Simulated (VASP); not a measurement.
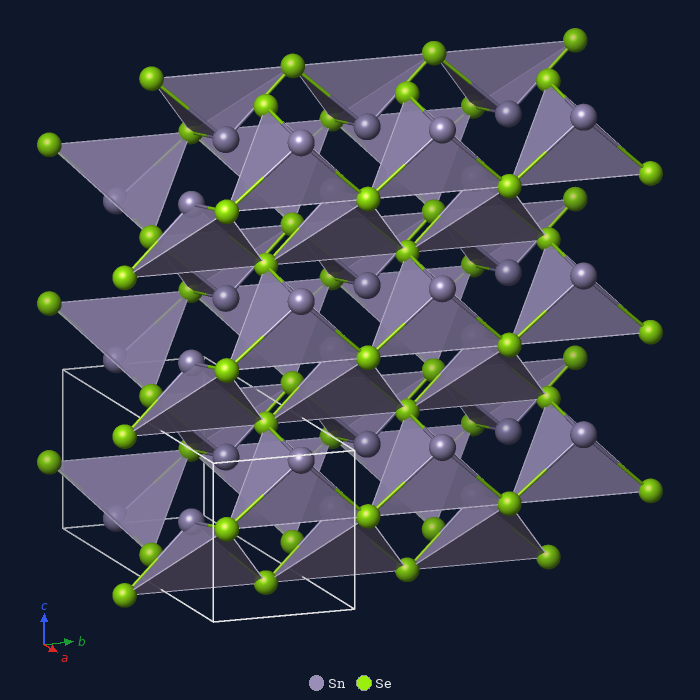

Polyhedra are drawn about Sn (bonds: Se–Sn below 3.1 Å); other atoms are plain spheres.

The compound is SnSe (space group Pnma, No. 62), taken as the geometry relaxed with VASP Kohn-Sham DFT of a periodic cell, PBE, VASP PAW PBE potentials, minimal in VASP 6.6.1.

What figure surrounds each Sn atom, and what does it share with the other drawn polyhedra?

Sn: SnSe3 trigonal pyramid, sharing corners with six neighbours.

What is the connectivity of the polyhedra: isolated, groups, chains, layers or framework?

They form layers of corner-sharing trigonal pyramids parallel to (100).

How far apart are the centres of linked polyhedra?

Centre to centre across a shared corner: 4.21 to 4.34 Å.
